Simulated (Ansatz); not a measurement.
## AlN: 5 runs along one coordinate

System: AlN (4 atoms in the cell).
Method: DFT LDA, scalar-relativistic, plane waves, PAW, no spin polarisation (Ansatz 0.2.0).

The 5 runs differ only in the geometry, by a strain of the cell at fixed fractional positions. Against run 3, the strain is εxx = η and εyy = η. The structure derives from an entry of the Crystallography Open Database.

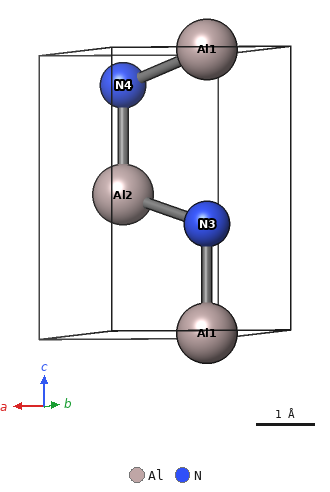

Figure 1. The structure of run 3 (ball-and-stick view of the cell of the calculation, seen at an oblique angle; atoms are numbered from 1 in the order of the input).

**Input of run 3**
```yaml
crystal:
  lattice:
    - [3.1110021516, 0.0, 0.0]
    - [-1.5555010758, 2.6942068945, 0.0]
    - [0.0, 0.0, 4.90333]
  atoms:
    - { symbol: Al, position: [0.3333333333, 0.6666666667, 0.0] }
    - { symbol: Al, position: [0.6666666667, 0.3333333333, 0.5] }
    - { symbol: "N", position: [0.3333333333, 0.6666666667, 0.385] }
    - { symbol: "N", position: [0.6666666667, 0.3333333333, 0.885] }
basis:
  ecutwfc: 420
kpoints:
  mp_grid: { grid: [9, 9, 6] }
hamiltonian:
  xc: lda
scf:
  occupations: { method: gaussian, width: 0.05 }
output:
  forces: true
  stress: true
  eigenvalues: true
```

Run 4 differs from it as follows:
```diff
-    - [3.1110021516, 0.0, 0.0]
-    - [-1.5555010758, 2.6942068945, 0.0]
+    - [3.1576671839, 0.0, 0.0]
+    - [-1.5788335919, 2.7346199979, 0.0]
```

**Results, with one run withheld**

```csv
run,strain parameter η (%),"free energy per atom, from the lowest run given (meV)",pressure (GPa),gap on the mesh (eV)
1,−3.0000,24.18,13.14,4.91
2,−1.5000,2.87,5.26,4.59
3,0.0000,0.00,−1.52,4.27
4,1.5000,?,?,?
5,3.0000,40.78,−12.32,3.69
```

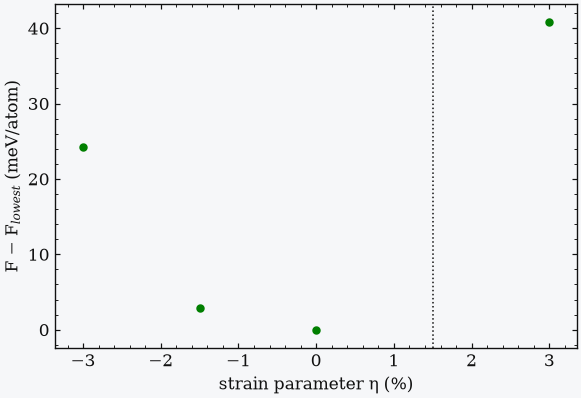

Figure 2. Free energy per atom of the runs given; the dotted line marks run 4.

Estimate the energy of run 4 from the others.

A quadratic polynomial in the coordinate, fitted to the 4 runs given, misses them by at most 0.64 meV per atom. With x = η + 0.3750, it reads F = −1.0238 + 0.08 x + 3.6533 x² (meV per atom). At run 4 it gives 11.97 meV per atom, and the run itself gives 13.29. The fit has its minimum at η = −0.3859 %. So low a polynomial doesn't follow these energies more closely. The gap on the mesh goes, without turning, from 4.91 eV in run 1 to 3.69 eV in run 5; run 4 has 3.97 eV. These are gaps of this functional on this mesh, which can miss the band edges; they aren't the measured gap.

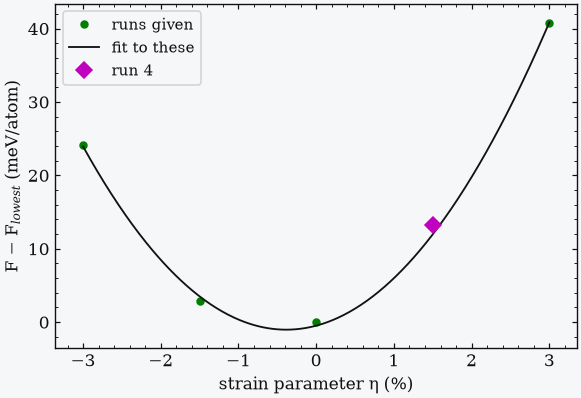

Figure 3. The fit and the withheld run.

**Output, shortened to warnings, some set-up lines, iterations and results (run 4)**
```
Basis set: ecut = 420 eV, 821 PW (Γ)
Symmetry: 12 space group operations
k-points: 48 of 486 (time reversal used)
Initial density: superposition of atomic densities (neutral atoms: chi_scale 0, normalization atom), corrected by the library's trained network
[...]
SCF iter   1: F=—  HF=-1779.666830 eV  |F-HF|=—  |Δ(HF+E_count)|=         —  Δρ=9.16e-3  dr2=4.12e-2  ethr=1.77e-3  ⟨swp⟩=5.4  Hψ=3750  notcnv=0
SCF iter   2: F=—  HF=-1779.654778 eV  |F-HF|=—  |Δ(HF+E_count)|=   1.21e-2  Δρ=2.45e-3  dr2=1.38e-3  ethr=2.57e-4  ⟨swp⟩=2.9  Hψ=1357  notcnv=0
SCF iter   3: F=—  HF=-1779.654251 eV  |F-HF|=—  |Δ(HF+E_count)|=   5.26e-4  Δρ=8.32e-4  dr2=1.29e-4  ethr=8.65e-6  ⟨swp⟩=1.5  Hψ=679  notcnv=0
SCF iter   4: F=—  HF=-1779.654194 eV  |F-HF|=—  |Δ(HF+E_count)|=   5.70e-5  Δρ=2.29e-5  dr2=9.87e-8  ethr=8.08e-7  ⟨swp⟩=2.0  Hψ=902  notcnv=0
SCF iter   5: F=—  HF=-1779.654196 eV  |F-HF|=—  |Δ(HF+E_count)|=   1.55e-6  Δρ=4.48e-6  dr2=5.22e-9  ethr=6.17e-10  ⟨swp⟩=2.0  Hψ=957  notcnv=0
SCF iter   6: F=-1779.654196 eV  HF=-1779.654196 eV  |F-HF|=1.59e-12  |Δ(HF+E_count)|=   1.45e-9  Δρ=4.53e-7  dr2=4.32e-11  ethr=3.26e-11  ⟨swp⟩=2.1  Hψ=1786  notcnv=0
SCF 1 converged in 6 iterations: F = -1779.654196 eV  dr2 = 4.32e-11
SCF converged after 6 iterations
Free energy (F): -1779.654196 eV
Harris-Foulkes:  -1779.654196 eV  (|F-HF|=1.59e-12)
Internal energy: -1779.654196 eV  (E = F + TS)
E sigma→0 (E₀):  -1779.654196 eV
Fermi energy:    8.841489 eV
--- Per-component energies (eV) ---
  E_band       = 24.610979
  E_kinetic    = 316.333539
  E_local      = -452.135468  (includes V_loc(G=0)·N_el)
  E_nonlocal   = 114.484616
  E_hartree    = 154.744614
  E_xc         = -200.711242
  E_vxc        = -214.586427  (∫ρ·V_xc dr)
  E_paw        = -1123.643117  (= ΣΔE_a)
  E_vpaw       = -48.974714  (= ΣTr[D̂ρ^β])
  E_aug_tail   = 0.000182  (compensation charges beyond the density's cutoff)
  E_ewald      = -588.998841
  E_core_change = 0.271521  (= ΣΔE_core)
  E_smearing   = -0.000000  (= −TS)
  E_closure    = 0.000000  (closes the sum)
  Σ components = -1779.654196   (vs F -1779.654196, Δ=0.00e0)
--- Forces (eV/Å), atoms counted from 1 ---
  atom   1  Al     0.00000000    -0.00000000    -0.14163307
  atom   2  Al     0.00000000     0.00000000    -0.14163307
  atom   3  N     -0.00000000     0.00000000     0.14164158
  atom   4  N      0.00000000     0.00000000     0.14164158
  max |Σ_I F_I| component: 1.70e-5 eV/Å
--- Stress (GPa, compression-positive) ---
      -10.609224       0.000000      -0.000000
        0.000000     -10.609224       0.000000
       -0.000000       0.000000      -0.804374
  P = ⅓ Tr σ = -7.3409 GPa (-73.409 kbar)
```
